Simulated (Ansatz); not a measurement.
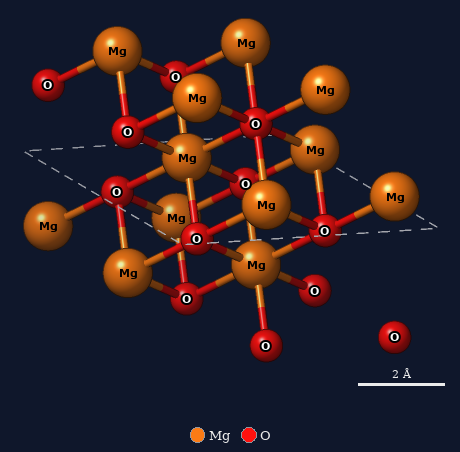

Energy scan for a crystal of MgO (Fm-3m), in which the crystal above a cut along the (1 1 1) plane of the conventional cell (between a plane of O below and one of Mg above, 1.23 Å apart) is slid rigidly over the whole in-plane cell (a gamma surface). One cut stands in each cell, which starts 14.8 Å high; nothing is relaxed, and the dashed outline marks the cut. The picture shows the perfect crystal around the cut (dashed). The picture is a ball-and-stick view of the layers on both sides of the cut, seen obliquely from above.

Theory: DFT PBEsol, scalar-relativistic, plane waves, PAW in Ansatz. Set-up: plane-wave cutoff 420 eV; k-point mesh 9 × 9 × 2; occupations gaussian; smearing width 0.05 eV; no spin polarisation. Energies (free energies at the smearing named) are counted from the cell as listed in its source, which wasn't relaxed.

Input file:
```yaml
crystal:
  lattice:
    - [2.13515, -2.13515, 0.0]
    - [2.13515, 0.0, -2.13515]
    - [8.5406, 8.5406, 8.5406]
  atoms:
    - { symbol: Mg, position: [0.6666666667, 0.6666666667, 0.1666666667] }
    - { symbol: Mg, position: [0.0, 0.0, 0.0] }
    - { symbol: Mg, position: [0.3333333333, 0.3333333333, 0.3333333333] }
    - { symbol: Mg, position: [0.6666666667, 0.6666666667, 0.6666666667] }
    - { symbol: Mg, position: [0.0, 0.0, 0.5] }
    - { symbol: Mg, position: [0.3333333333, 0.3333333333, 0.8333333333] }
    - { symbol: O, position: [0.6666666667, 0.6666666667, 0.4166666667] }
    - { symbol: O, position: [0.0, 0.0, 0.25] }
    - { symbol: O, position: [0.3333333333, 0.3333333333, 0.5833333333] }
    - { symbol: O, position: [0.6666666667, 0.6666666667, 0.9166666667] }
    - { symbol: O, position: [1.0, 1.0, 0.75] }
    - { symbol: O, position: [0.3333333333, 0.3333333333, 0.0833333333] }
basis:
  ecutwfc: 420
kpoints:
  mp_grid: { grid: [9, 9, 2] }
hamiltonian:
  xc: pbesol
scf:
  occupations: { method: gaussian, width: 0.05 }
output:
  forces: true
  stress: true
  eigenvalues: true
```

Run as
```bash
ansatz run input.yaml --threads 2 --pin off --max-ram 5120MiB --backend cpu --events-out ev --progress --plain --runs-dir out
```

Predict the energy profile on a grid with rows 0.000, 0.167, 0.333, 0.500, 0.667, 0.833, 1.000 and columns 0.000, 0.167, 0.333, 0.500, 0.667, 0.833, 1.000 (slip along a₁ (fraction); slip along a₂ (fraction)).

Rows: slip along a₁ (fraction); columns: slip along a₂ (fraction); values in mJ/m².

```
       0.000  0.167  0.333  0.500  0.667  0.833  1.000
0.000      0    860   3727   5907   3727    860      0
0.167    860   1245   2117   2117   1245    860    860
0.333   3727   2117   1864   2117   3727   5245   3727
0.500   5907   2117   2117   5907  13575  13575   5907
0.667   3727   1245   3727  13575  21706  13575   3727
0.833    860    860   5245  13575  13575   5245    860
1.000      0    860   3727   5907   3727    860      0
```

The corners are the perfect crystal. The highest computed fault energy is 21706 mJ/m² at (0.67, 0.67), and the lowest away from the corners 860 mJ/m² at (0.00, 0.17). Relaxation across the fault would lower these values.

As a map, interpolated between the computed points (dots):

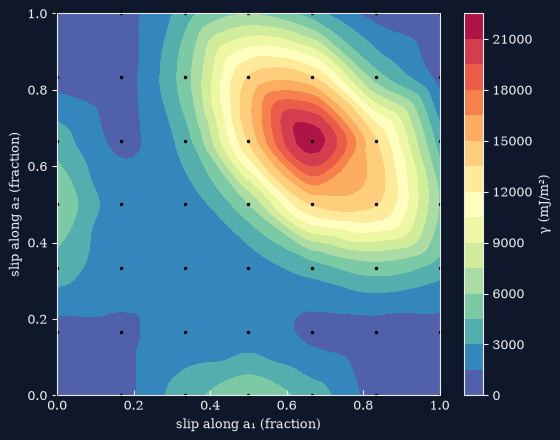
